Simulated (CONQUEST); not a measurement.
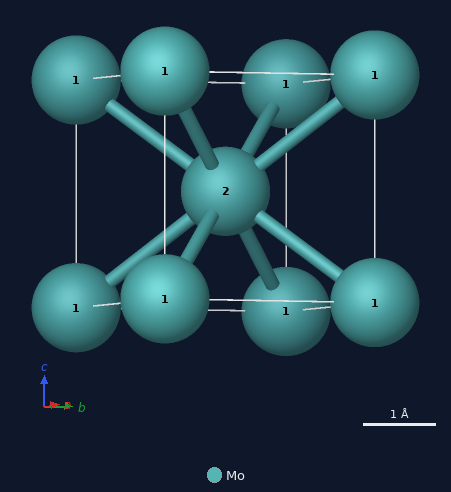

Fig. 1: The structure (ball-and-stick view of the cell of the calculation, seen at an oblique angle; atoms are numbered from 1 in the order of the input). Near neighbours in the crystal (not all of them lie inside the picture): Mo has 8 Mo at 2.74 Å.

**Single-point calculation of Mo**

Mo (Im-3m, 2 atoms in the cell), computed with Kohn-Sham DFT of a periodic cell, PBE, PseudoDojo NC PBE, no spin polarisation (CONQUEST 1.3).

The structure derives from a Materials Project entry.

The input
```
IO.Title Mo
IO.Coordinates coords.dat
IO.FractionalAtomicCoords T
IO.Iprint 2
IO.Iprint_init 1
General.NumberOfSpecies 1
General.PseudopotentialType hamann
AtomMove.TypeOfRun static
AtomMove.FullStress T
Grid.GridCutoff 120
DM.SolutionMethod diagon
Diag.MPMesh T
Diag.GammaCentred T
Diag.MPMeshX 8
Diag.MPMeshY 8
Diag.MPMeshZ 8
Diag.kT 0.00183747
minE.SCTolerance 1e-6
SC.MaxIters 100
IO.AtomChargeOutput T
IO.DumpChargeDensity T
IO.DumpTotPot T
%block ChemicalSpeciesLabel
1 95.940 Mo
%endblock
```

Hardware: 1 thread of AMD EPYC (Zen 4), 16 GiB of memory available, shared host.

Launched with:
```bash
Conquest
```

The program's output
```
Simulation cell dimensions:     5.9859 a0 x     5.9859 a0 x     5.9859 a0

      Atomic coordinates (a0)
         Atom         X         Y         Z  Species
            1    0.0000    0.0000    0.0000        1
            2    2.9930    2.9930    2.9930        1

         Monkhorst-Pack mesh:   8 x   8 x   8 gamma-centred
        This calculation includes non-local pseudopotentials,
         with a maximum core radius of      7.91802317

    Job title: Mo
    Job to be run: static calculation

    Ground state search:
      Support functions represented with PAO basis
      1:1 PAO to SF mapping
      Non-spin-polarised electrons
      Solving for the K matrix using diagonalisation
      Using Fermi-Dirac smearing

    Integration grid size:     32 x   32 x   32

    Integration grid spacing:  0.187 a0 x 0.187 a0 x 0.187 a0

    Number of species:  1
    --------------------------------------------------------
    |   #  mass (au)  Charge (e)  SF Rad (a0)  NSF  Label  |
    --------------------------------------------------------
    |   1     95.940      14.000        8.231   19  Mo     |
    --------------------------------------------------------
          SCF tolerance:                 0.00000100
          SCF iterations:               100

    The functional used will be GGA PBE96

           radial cut-off to be used is taken to be max PAO cut-off radius for this species:    7.918023

           greatest ang. mom. for making density from PAOs:  2
    Minimum blocs/proc is      512. Maximum blocs/proc is      512
    set_atom_dens: In set_atomic_density, electrons :      28.000000000000
 matrix_size & matrix_size_padH =           38          38

    Screened ion int: energy:    -111.290202110452 Ha

    new_SC_potl: Starting.  Tolerance:  0.10000E-05

    PulayMixSC: Starting Pulay mixing, A_up =  0.500 A_dn =  0.500
    PulayMixSC: Spin non-polarised calculation.
          Harris-Foulkes Energy            :      -140.583372536177762 Ha
          GroundState Energy (E-(1/2)TS)   :      -140.583528344829517 Ha
          Free Energy (E-TS)               :      -140.583684153481300 Ha
          DFT Total Energy                 :      -140.487664246288034 Ha
          Total number of electrons        :        28.000000000000792
    PulayMixSC: Pulay iteration     1 residual:              0.61113E-02
          Harris-Foulkes Energy            :      -140.528973226706285 Ha
          GroundState Energy (E-(1/2)TS)   :      -140.529236346787087 Ha
          Free Energy (E-TS)               :      -140.529499466867890 Ha
          DFT Total Energy                 :      -140.526964133159765 Ha
          Total number of electrons        :        28.000009240545591
    PulayMixSC: Pulay iteration     2 residual:              0.16498E-02
          Harris-Foulkes Energy            :      -140.527812073815596 Ha
          GroundState Energy (E-(1/2)TS)   :      -140.528068333203038 Ha
          Free Energy (E-TS)               :      -140.528324592590479 Ha
          DFT Total Energy                 :      -140.527759189664039 Ha
          Total number of electrons        :        28.000016989362361
    PulayMixSC: Pulay iteration     3 residual:              0.58088E-03
          Harris-Foulkes Energy            :      -140.527768281174332 Ha
          GroundState Energy (E-(1/2)TS)   :      -140.528026205261597 Ha
          Free Energy (E-TS)               :      -140.528284129348833 Ha
          DFT Total Energy                 :      -140.527764657433806 Ha
          Total number of electrons        :        28.000019266406113
    PulayMixSC: Pulay iteration     4 residual:              0.34163E-04
          Harris-Foulkes Energy            :      -140.527768317353718 Ha
          GroundState Energy (E-(1/2)TS)   :      -140.528025430907093 Ha
          Free Energy (E-TS)               :      -140.528282544460495 Ha
          DFT Total Energy                 :      -140.527768158776041 Ha
          Total number of electrons        :        28.000020145201276
    PulayMixSC: Pulay iteration     5 residual:              0.83091E-05
          Harris-Foulkes Energy            :      -140.527767472902696 Ha
          GroundState Energy (E-(1/2)TS)   :      -140.528024778945110 Ha
          Free Energy (E-TS)               :      -140.528282084987495 Ha
          DFT Total Energy                 :      -140.527767472001386 Ha
          Total number of electrons        :        28.000021980187878
    PulayMixSC: Pulay iteration     6 residual:              0.57471E-06
    PulayMixSC: Reached SCF tolerance of  0.57471E-06 after      6 iterations
      | Number of electrons      =        28.000022
      |* band energy as 2Tr[K.H] =       -31.814180215503910 Ha
      |  screened ion-ion energy =      -111.290202110451702 Ha
      |  Ha correction           =         1.810620136725767 Ha
      |  XC correction           =         0.765978748772284 Ha
      | GS Energy as E-(1/2)TS   =      -140.528024778945110 Ha
      | Free Energy as E-TS      =      -140.528282084987495 Ha
      |* Harris-Foulkes energy   =      -140.527767472902696 Ha
      |* DFT total energy        =      -140.527767472001386 Ha
      |  estimated accuracy      =        -0.000000000901309 Ha

    force: Forces on atoms (Ha/a0)
    force:  Atom   X              Y              Z
    force:     1  -0.0000000000  -0.0000000000  -0.0000000000
    force:     2  -0.0000000000   0.0000000000   0.0000000000

    force: Maximum force :        0.00000000(Ha/a0) on atom         2 in z direction
    force: Force Residual:        0.00000000 Ha/a0
    force: Total stress:         -0.49954530     0.00000000     0.00000000 GPa
                             0.00000000    -0.49954530     0.00000000
                             0.00000000     0.00000000    -0.49954530
    force: Average pressure:      0.49954530 GPa

    force: Finished force
    get_E_and_F: Change in energy during last step of electronic optimisation:  0.84445E-06

    BIBLIOGRAPHY: Please consider citing the following references in the conquest.bib file

    CONQUEST:         Bowler2002pt, Miyazaki2004, Nakata2020
    Basis:            Bowler2019
    DM:               Bowler:2006xr
    Pseudopotentials: Hamann2013, Bowler2019
    XC functional:    Perdew1996
```

Summary

| quantity | value |
| --- | --- |
| outcome | converged |
| space group (tolerance 0.01 Å) | Im-3m (229) |
| electrons treated | 28 |
| free energy | −3823.9694 eV |
| Fermi energy | −5.862 eV |
| gap on the k-point mesh | none (metallic) |
| pressure | 0.50 GPa |
| largest force (length of the vector) | under 0.001 eV/Å |
| wall time | 67 s |
| peak memory | 0.55 GiB |
